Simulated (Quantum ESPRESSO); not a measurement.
# Dipole at the next field: H-SiSi-F chair, 1 layer

How the rows were computed: Quantum ESPRESSO 7.5, PBE, GBRV ultrasoft; sawtooth field along the normal with dipole correction, ions clamped, threshold 1e-9 Ry; cell area 13.328 Å².

```
field (V/Å)  dipole (e Å a cell)
          0              0.14430
        0.1              0.16991
        0.2              0.19545
```

One more run was made and is withheld. What is the dipole at 0.3 V/Å, and what electrostatic thickness 4πα/A follows from the rows?

**Fit.** The slope is (0.19545 − (0.14430))/0.2 = 0.2557 e Å²/V, so 4πα/A = 180.95 × 0.2557/13.328 = 3.47 Å. Linear response gives p = 0.14430 + 0.2557 × (0.3) = 0.22102 e Å; a parabola through the three rows gives 0.22092.

**Check.** p = 0.22096 e Å. The line misses by 0.1 % of the induced dipole and the parabola by 0.1 %. The response is linear over this range.

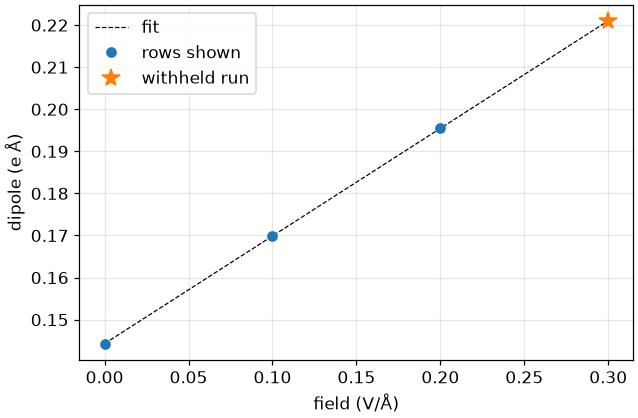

The rows shown, the fit and the withheld run.

**Limits.** Electrons alone respond; local and semilocal functionals tend to overscreen.

[Logs are printed without paths, hosts, clocks, repeated set-up lines and the standing remarks that a program may print on its own settings, such as how far it seeks lower states.]
